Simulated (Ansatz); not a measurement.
BAs$_{2}$

```cif
data_structure
_symmetry_space_group_name_H-M 'P 1'
_symmetry_Int_Tables_number 1
_cell_length_a 7.4303
_cell_length_b 7.4303
_cell_length_c 4.2230
_cell_angle_alpha 90.000
_cell_angle_beta 90.000
_cell_angle_gamma 90.000
_cell_volume 233.15
loop_
_atom_site_label
_atom_site_type_symbol
_atom_site_fract_x
_atom_site_fract_y
_atom_site_fract_z
_atom_site_occupancy
B1 B 0.00000 0.00000 0.69397 1
B2 B 0.50000 0.50000 0.19397 1
B3 B 0.00000 0.00000 0.30603 1
B4 B 0.50000 0.50000 0.80603 1
As1 As 0.75501 0.00000 0.00000 1
As2 As 0.25501 0.50000 0.50000 1
As3 As 0.24499 0.00000 0.00000 1
As4 As 0.74499 0.50000 0.50000 1
As5 As 0.00000 0.75501 0.00000 1
As6 As 0.50000 0.25501 0.50000 1
As7 As 0.00000 0.24499 0.00000 1
As8 As 0.50000 0.74499 0.50000 1
```

Space group I4/mmm; a structure generated by program, which may or may not match a known phase.

These are results of DFT PBE, scalar-relativistic, plane waves, PAW in Ansatz, not measurements.

Q: What can the converged valence pseudo-density and electron localisation function tell about the bonding?

A: B–B (1.64 Å): the density is about 1.1 e/Å³ at the midpoint; the ELF peaks at about 1 between the atoms.
B–As (2.23 Å): the density is about 0.55 e/Å³ at the midpoint; the ELF peaks at about 0.75 between the atoms.

Q: Metal or insulator at this level of theory?

A: It is metallic or semimetallic at this level of theory: no gap opens.

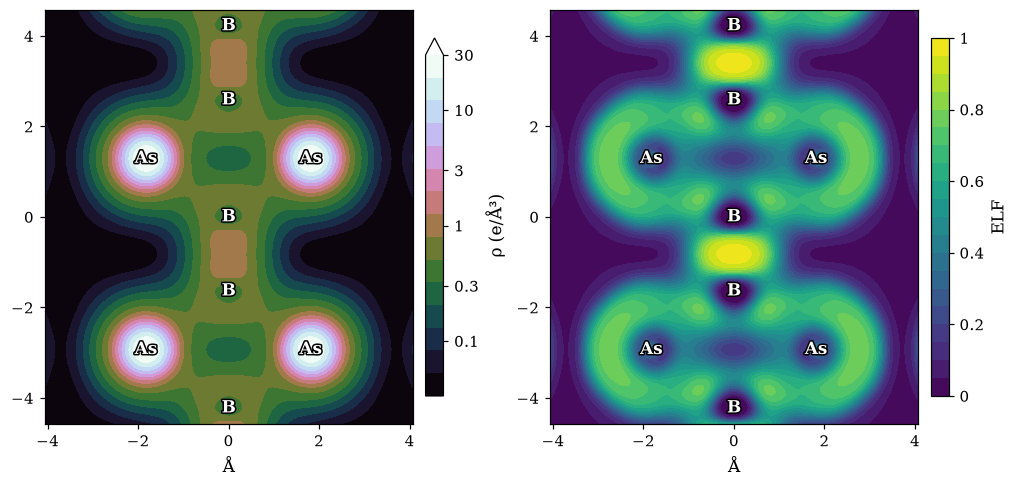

Computed valence pseudo-density and electron localisation function on the (010) plane of the conventional cell, in this order. 

Core electrons are frozen (PAW), and the valence fields are smoothed inside the atomic spheres.
